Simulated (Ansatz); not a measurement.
System: MgF₂, space group P4_2/mnm (No. 136).

The given structure:
```
CELL_PARAMETERS angstrom
4.62130 0.00000 0.00000
0.00000 4.62130 0.00000
0.00000 0.00000 3.01590
ATOMIC_POSITIONS crystal
Mg 0.00000 0.00000 0.00000
Mg 0.50000 0.50000 0.50000
F 0.30280 0.30280 0.00000
F 0.19720 0.80280 0.50000
F 0.69720 0.69720 0.00000
F 0.80280 0.19720 0.50000
```

One of the inputs:
```
crystal:
  lattice:
    - [4.6366532689, 0.0, 0.0]
    - [0.0, 4.6366532689, 0.0]
    - [0.0, 0.0, 3.0259196749]
  atoms:
    - { symbol: Mg, position: [0.0, 0.0, 0.0] }
    - { symbol: Mg, position: [0.5, 0.5, 0.5] }
    - { symbol: F, position: [0.3028, 0.3028, 0.0] }
    - { symbol: F, position: [0.1972, 0.8028, 0.5] }
    - { symbol: F, position: [0.6972, 0.6972, 0.0] }
    - { symbol: F, position: [0.8028, 0.1972, 0.5] }
kpoints:
  mp_grid: { grid: [5, 5, 7] }
scf:
  occupations: { method: fermi_dirac, width: 0.02 }
hamiltonian:
  xc: pbe
  pseudopotentials: { kind: all_electron, datasets: crystal }
output:
  forces: true
  stress: true
  eigenvalues: true
  efg: { contact_densities: true }
```

Launched with:
```bash
ansatz run input.yaml --threads 2 --pin off --max-ram 6144MiB --backend cpu --events-out ev --progress --plain --runs-dir out
```

Computed with Ansatz 0.2.0: periodic Kohn-Sham DFT of a crystal at fixed atoms, scaled to the stated factor times the given cell; pressure positive in compression. Level: PBE.

- method: all-electron PAW
- relativity: scalar
- k mesh: 5×5×7
- occupations: Fermi–Dirac
- smearing width: 0.02 eV
- nucleus: Gaussian

V(given) is 10.73 Å³/atom.

Describe the result: the pressure and largest field gradient Vzz against V/V(given). The V/V(given) takes the values 0.94, 0.98, 1.01, 1.04.

The pressure falls from 14.6 GPa at V/V(given) 0.94 to 1.9 GPa at 1.04. The largest field gradient Vzz falls from −4.439 1e21 V/m² at V/V(given) 0.94 to −5.045 1e21 V/m² at 1.04.

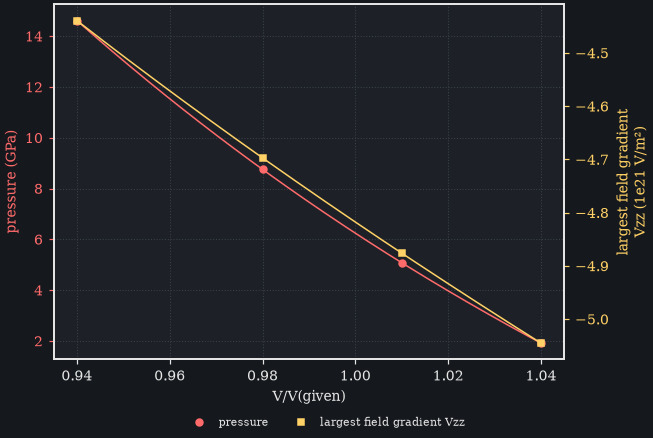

Keep in mind: the volumes run don't bracket the minimum of the energy, so any equilibrium value is extrapolated; shape and atomic fractions are frozen while scaling, which makes layered, chain and framework solids too stiff.
